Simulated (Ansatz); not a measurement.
# Run report: W12HS24, single-point calculation (part 1 of 2)

The run: single-point calculation of W12HS24 (defect cell, 37 atoms in the cell). Method and program: DFT PBE, scalar-relativistic, plane waves, PAW, spin-polarised (Ansatz 0.2.0).

The structure derives from a Materials Project entry. Figures and captions count atoms from 1; the log counts them from 0 in places.

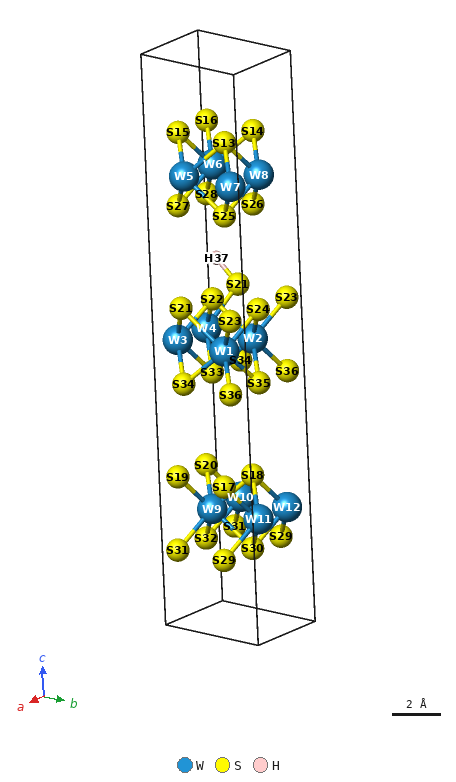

**Figure 1.** The structure (ball-and-stick view of the cell of the calculation, with the vacuum cut short, seen slightly off an axis; atoms are numbered from 1 in the order of the input). An atom can appear more than once, as a periodic image.

Input file
```yaml
crystal:
  lattice:
    - [-3.182954, -5.513038, 0.0]
    - [3.182954, -5.513038, 0.0]
    - [-1.591477, -2.756519, 28.532218]
  atoms:
    - { symbol: W, position: [0.8373258259, 0.6663522459, 0.6590399993], spin: 0.15 }
    - { symbol: W, position: [0.3365960023, 0.6665530515, 0.6603312608] }
    - { symbol: W, position: [0.8385489367, 0.1654113, 0.6609675792], spin: 0.01 }
    - { symbol: W, position: [0.33504664, 0.1653561278, 0.6610247017], spin: 0.02 }
    - { symbol: W, position: [0.8778779329, 0.3363015967, 0.9176324239] }
    - { symbol: W, position: [0.3779062385, 0.3363771959, 0.9176335759] }
    - { symbol: W, position: [0.8780461761, 0.836183293, 0.9175973494] }
    - { symbol: W, position: [0.3779811471, 0.8361326522, 0.9175989434] }
    - { symbol: W, position: [0.6383464328, 0.3345908165, 0.400505677] }
    - { symbol: W, position: [0.1383363122, 0.3345902696, 0.4005125407] }
    - { symbol: W, position: [0.6383430087, 0.8345848905, 0.4005153957] }
    - { symbol: W, position: [0.1383382815, 0.8345895046, 0.4005147472] }
    - { symbol: S, position: [0.6837659773, 0.6696154944, 0.9726414065] }
    - { symbol: S, position: [0.1837626418, 0.669604471, 0.9726447318] }
    - { symbol: S, position: [0.6837728397, 0.1695369753, 0.972632725] }
    - { symbol: S, position: [0.1838143186, 0.1695414275, 0.9726240049] }
    - { symbol: S, position: [0.9441671824, 0.6679131948, 0.4555395323] }
    - { symbol: S, position: [0.4441758424, 0.6679054103, 0.4555327235] }
    - { symbol: S, position: [0.9441547328, 0.167933206, 0.4555301849] }
    - { symbol: S, position: [0.4441697374, 0.1679316415, 0.4555294696] }
    - { symbol: S, position: [0.9861822593, 0.3084417546, 0.7192091606], spin: 0.01 }
    - { symbol: S, position: [0.4754174129, 0.3338090095, 0.7155889515], spin: 0.01 }
    - { symbol: S, position: [0.9762792675, 0.8294220333, 0.7151946111] }
    - { symbol: S, position: [0.4793766147, 0.8292342211, 0.7152051598] }
    - { symbol: S, position: [0.7388437469, 0.6695283758, 0.8625722931] }
    - { symbol: S, position: [0.238785306, 0.6696299568, 0.8625523092] }
    - { symbol: S, position: [0.7389180699, 0.1695217082, 0.8626051775] }
    - { symbol: S, position: [0.2387480213, 0.1695000604, 0.8626108413] }
    - { symbol: S, position: [0.9991759809, 0.6679246998, 0.345501233] }
    - { symbol: S, position: [0.4991713142, 0.6679373755, 0.3454989381] }
    - { symbol: S, position: [0.9991928717, 0.1679114196, 0.3454963519] }
    - { symbol: S, position: [0.4991765483, 0.1679109755, 0.3454983602] }
    - { symbol: S, position: [0.5309261553, 0.3322683261, 0.6057538687], spin: 0.01 }
    - { symbol: S, position: [0.0315084502, 0.3314579755, 0.6055738383], spin: 0.01 }
    - { symbol: S, position: [0.5299568747, 0.8354322403, 0.6051028335] }
    - { symbol: S, position: [0.0295887181, 0.8354136292, 0.6051076271] }
    - { symbol: H, position: [0.0565230687, 0.1310749242, 0.7565308996], spin: 0.05 }
magnetization:
  spin_polarized: true
basis:
  ecutwfc: 420
  fft_grid_basis: typed
kpoints:
  mp_grid: { grid: [2, 2, 2] }
hamiltonian:
  xc: pbe
  pseudopotentials: { kind: paw }
scf:
  occupations: { method: gaussian, width: 0.05 }
  n_extra_bands: 14
output:
  forces: true
  stress: false
  eigenvalues: true
  bader: false
  write_density: false
  volumetric_format: npy
  populations: true
  band_densities:
    - { e_range: [-0.25, 0.25] }
    - { e_range: [-1.2, 0.0] }
    - { e_range: [0.0, 1.2] }
  dos:
    e_range: [-30, 8]
    de: 0.02
    method: { smearing: { sigma: 0.03, scheme: gaussian } }
    projected: { site_lists: { H: [H], S: [S], W: [W] } }
checkpoint:
  read: start.run
  write: ck
  compress: false
  write_wavefunctions: false
  write_every: 100000
```

Command:
```bash
ansatz run input.yaml --threads 4 --pin off --max-ram 10240MiB --backend cpu --events-out ev --progress --plain --runs-dir out
```

Log
```
Warning: the band count 171 (scf.n_extra_bands) hosts the net moment |M| = 0.2700 μB (N_el = 313) but caps the reachable moment at 2·n_bands − N_el = 29.0000 μB, below the 194 bands that the automatic rule leaves for it — a moment growing past the seed, or the majority channel's smearing tail, pins there with fewer empty majority states than that count leaves; raise or omit scf.n_extra_bands unless the cap is intended
Warning: checkpoint.read: spin seed differs: saved 9838fc645768…, current 284782ded557…; the loaded state replaces the seed-built initial guess (but the starting_ns of a DFT+U solve that opens without the state's occupation matrices), so the run may converge into the producing seed's basin, or, where the symmetry group that follows from this deck's starting moments and starting_ns does not hold the saved magnetisation, lose that magnetisation at its first build. Where atoms have moved since the state was saved, this difference can also decide whether moments are moved with them. A self-consistent run of this deck without the state starts from its starting moments and, under a DFT+U term, its starting_ns
scf.n_extra_bands = 14 over 157 filled bands (N_el = 313.0): the run solves 171 bands
Engine: ansatz 0.2.0, aarch64-unknown-linux-gnu
Pseudopotentials: kind: paw
Pseudopotential: W, paw, valence charge 14, recommended cutoff 420 eV (normal), W.paw.azcp
Pseudopotential: S, paw, valence charge 6, recommended cutoff 420 eV (normal), S.paw.azcp
Pseudopotential: H, paw, valence charge 1, recommended cutoff 420 eV (normal), H.paw.azcp
Functional definition: PBE
  parameter kappa = 0.804
  parameter beta = 0.06672455060314922
  exchange = pbe_x(kappa = kappa, mu = beta*pi^2/3)
  correlation = pbe_c(beta = beta)
Crystal: 37 atoms, lattice volume = 1001.352 Å³
Basis set: ecut = 420 eV, 19635 PW (Γ), exchange–correlation on 90×90×384 points (8 copies of the dense FFT grid, shifted against one another)
Bands: 171, of which v1, the nominal top of the filled ones, is band 157 counted from 1 (156 counted from 0)
Symmetry: 1 space group operations
Space group: P1 (ITA 1), of the structure as read, at distance tolerance 1.0e-4 Å
Magnetic group: BNS 1.1 (UNI 1), of the structure as read, at distance tolerance 1.0e-4 Å
k-points: 8
Non-local potential: W, projectors of the file, l = 0: 3, l = 1: 2, l = 2: 2, l = 3: 1
Non-local potential: S, projectors of the file, l = 0: 2, l = 1: 2, l = 2: 2
Non-local potential: H, projectors of the file, l = 0: 2, l = 1: 1
PAW form: soft (Blöchl's): semilocal exchange-correlation on the pseudo side does not see the compensation charge
PAW one-centre angular grid: W, 590 points (default); XC on 64 Gauss nodes
PAW one-centre angular grid: S, 110 points (default); XC on 64 Gauss nodes
PAW one-centre angular grid: H, 110 points (default); XC on 64 Gauss nodes
Initial density: read from a saved state, or passed on in memory by an earlier SCF of this step, an earlier step, the calling program or the single point that the run made first
Stability of the state it starts from, as read at its close in the collinear treatment: not read negative (Ritz values of 1 − χ₀K, real part plus size of imaginary part, from 1.1 to 1.2, by its mixing steps under no symmetry); its run was given moments
Starting moments: Σ|m| = 0.27 μB on 8 of 37 sites; this step starts from the density that it was given
Initial wavefunctions: pseudopotential atomic-orbital guess
Functional: x = pbe(κ = 0.804, μ = 0.2195149727645171), c = pbe(β = 0.06672455060314922)
iter 1 solved again at ethr=7.62e-8 eV; its pass at ethr=3.10e-3 eV (dr2=2.38e-4 eV) is discarded
SCF iter   1: F=—  HF=-146312.002128 eV  |F-HF|=—  |Δ(HF+E_count)|=         —  Δρ=6.69e-7 (↑6.57e-7 ↓6.69e-7)  dr2=3.84e-8  dr2_m=2.79e-11  M=0.500 μB ∫|m|=0.570 μB  β_m=0.30  ethr=7.62e-8  ⟨swp⟩=6.1  Hψ=23923  notcnv=0
eigensolver tolerance schedule: the retry pair's looser diagonalisation over-reported the residual by 6205.25 of it (diagonalisation noise at 0.18 of the residual, at the tolerance the schedule requests for it); recorded, not acted on — ethr = c·dr2/N_el stays at c = 1.0e-1
preconditioner: auto → Resta (q_TF=auto, 2.248 Å⁻¹)  ε∞=5.9  [insulator: Δε(μ)=0.241 eV  Ē_g=7.840 eV  σ=0.050 eV  W_gap=1.00  n_scr=184 (ndim 8)  ℏωp=17.3 eV  f_vac=0.339  D(μ)=0.03/eV (n_scr^D=0)  ε∞_Penn≈5.9  vacuum switching on, ρ_ref=4.5e-3 e/Å³]
spin=Collinear: Resta preconditioning applied to the charge; magnetization (m = ρ↑ − ρ↓) channel mixes plain (no charge-response kernel on spin).
SCF iter   2: F=—  HF=-146312.002126 eV  |F-HF|=—  |Δ(HF+E_count)|=   2.22e-6  Δρ=3.27e-7 (↑3.20e-7 ↓3.27e-7)  dr2=6.53e-9  dr2_m=1.47e-11  M=0.500 μB ∫|m|=0.570 μB  β_m=0.36  ethr=1.23e-11  ⟨swp⟩=7.4  Hψ=13956  notcnv=0
SCF iter   3: F=-146312.002126 eV  HF=-146312.002126 eV  |F-HF|=2.39e-9  |Δ(HF+E_count)|=   1.54e-9  Δρ=2.04e-7 (↑2.01e-7 ↓2.04e-7)  dr2=2.67e-9  dr2_m=7.12e-12  M=0.500 μB ∫|m|=0.570 μB  ethr=2.09e-12  ⟨swp⟩=1.0  Hψ=6341  notcnv=0
SCF 1 converged in 3 iterations: F = -146312.002126 eV  dr2 = 2.67e-9
  greatest PAW one-centre occupation: 1.000 electrons in one spin orbital (limit 2), on the W atom at site 0 (counted from 0), in its partial waves of l = 0
NSCF: frozen V_eff on 8 k-points
SCF converged after 3 iterations
Magnetization: 0.4997 μB (156.7498 up, 156.2502 down)
Absolute magnetization: 0.5716 μB (∫|ρ↑−ρ↓|, with the PAW one-centre terms)
Spin contamination: 0.0024 ħ² per cell (⟨S²⟩ above its minimum at these occupations)
Per-site moments (μB) at R_I (Å): [(0.14555342660137652, 0.9879304296698765), (0.0009953189471079427, 0.995048737466752), (0.014977114783321165, 0.995602707427835), (0.015153263100298114, 0.9954877024439706), (0.0012059391520859398, 0.9968590342259989), (0.0016117599496301657, 0.9967258620520655), (0.00025898772238377435, 0.9967729458799909), (0.000238393971089625, 0.996791989174012), (5.9003897789972604e-5, 0.9968983559056948), (0.00014074225907020644, 0.9969123039505481), (1.2360162363354137e-5, 0.9969193614739273), (1.02838847976384e-5, 0.9969281850957703), (0.0001569370514133999, 0.9968590342259989), (1.82455780054557e-5, 0.9967258620520655), (9.847412947786008e-5, 0.9968743579959359), (8.901317369146376e-5, 0.9969223506499146), (3.395909306837031e-5, 0.9970123075575166), (2.0420592445228937e-5, 0.9969644617494186), (6.26366384807687e-5, 0.9969527674760885), (6.023634232581649e-5, 0.9969547541637808), (0.01268681580926993, 0.5963597593536805), (0.008233009456004208, 0.9977794743886237), (0.0044965314116177674, 0.995048737466752), (0.0045112669156082315, 0.995157908619439), (0.00026369112631382277, 0.997055274255284), (0.00015477906035526824, 0.9969665365076334), (0.0004500978701863027, 0.9967729458799909), (0.00042771971023914215, 0.996791989174012), (-7.580818416520939e-7, 0.9969123039505481), (2.4079268669636e-6, 0.9968983559056948), (1.4753733391909259e-5, 0.9969098530379515), (1.4443415302708366e-5, 0.9969145717585908), (0.010821103222131624, 0.995252861984598), (0.005503757043495214, 0.9879304296698765), (0.0022007387960021945, 0.9905111401548804), (0.002230957945521294, 0.9905104815133122), (0.05097125144459227, 0.5963597593536805)]
Free energy (F): -146312.002126 eV
Harris-Foulkes:  -146312.002126 eV  (|F-HF|=2.39e-9)
Internal energy: -146312.002084 eV  (E = F + TS)
E sigma→0 (E₀):  -146312.002105 eV
Entropy (-TS):   -0.000041 eV (-0.001 meV/atom)
Fermi energy:    6.250550 eV
--- Per-component energies (eV) ---
  E_band       = -4106.603201
  E_kinetic    = 7997.480463
  E_local      = -109143.333502  (includes V_loc(G=0)·N_el)
  E_nonlocal   = 689.490432
  E_hartree    = 51478.093312
  E_xc         = -5549.671702
  E_vxc        = -4984.934435  (∫ρ·V_xc dr)
  E_paw        = -117157.694815  (= ΣΔE_a)
  E_vpaw       = -1621.487042  (= ΣTr[D̂ρ^β])
  E_aug_tail   = -0.001837  (compensation charges beyond the density's cutoff)
  E_ewald      = 25373.635565
  E_smearing   = -0.000041  (= −TS)
  E_closure    = 0.000000  (closes the sum)
  Σ components = -146312.002126   (vs F -146312.002126, Δ=0.00e0)
--- Forces (eV/Å), atoms counted from 1 ---
  atom   1  W     -0.00168357    -0.00409633     0.00420178
  atom   2  W     -0.01326595     0.00538865     0.00479740
  atom   3  W      0.01269816    -0.00226740     0.03603539
  atom   4  W      0.00380977    -0.02202440     0.00136944
  atom   5  W     -0.01259256    -0.00016387     0.00050714
  atom   6  W     -0.00156284     0.00594095    -0.00298294
  atom   7  W      0.00240492    -0.00305736     0.00291729
  atom   8  W      0.00938318    -0.00186086     0.00178847
  atom   9  W     -0.00042205     0.00074306    -0.00071139
  atom  10  W     -0.00117844     0.00027724    -0.00114057
  atom  11  W      0.00110058    -0.00020016    -0.00162434
  atom  12  W      0.00044864    -0.00049965    -0.00118921
  atom  13  S      0.00073031    -0.00034888    -0.00406066
  atom  14  S      0.00030967     0.00000347    -0.00289186
  atom  15  S     -0.00018332     0.00016409     0.00047810
  atom  16  S     -0.00068922    -0.00010303     0.00112771
  atom  17  S     -0.00006890     0.00013030     0.00009638
  atom  18  S     -0.00000674     0.00040688     0.00053295
  atom  19  S      0.00010604     0.00015342     0.00127031
  atom  20  S      0.00027271     0.00004241     0.00142014
  atom  21  S     -0.01788943     0.01073132    -0.03921599
  atom  22  S      0.00327785     0.00476101     0.01338936
  atom  23  S      0.00251191    -0.01432100    -0.00183294
  atom  24  S      0.02447760     0.00912178     0.00207790
  atom  25  S      0.00093188    -0.00005358     0.00361971
  atom  26  S     -0.00235509     0.00025441     0.00257974
  atom  27  S      0.00187737     0.00048281    -0.00280211
  atom  28  S      0.00238732    -0.00107114    -0.00197892
  atom  29  S     -0.00007847    -0.00013078    -0.00012061
  atom  30  S     -0.00011343    -0.00013508    -0.00041500
  atom  31  S      0.00003124    -0.00018061    -0.00039182
  atom  32  S      0.00001729    -0.00018734    -0.00084521
  atom  33  S     -0.00876396     0.00656626    -0.01838433
  atom  34  S     -0.00585132    -0.00077382    -0.00859843
  atom  35  S      0.00426312     0.00296106     0.00273065
  atom  36  S     -0.00216771    -0.00198139    -0.00580138
  atom  37  H     -0.00216947     0.00533075     0.01398847
  max |Σ_I F_I| component: 5.94e-5 eV/Å
--- Band table (eV; the first three rows and the last of 16) ---
```
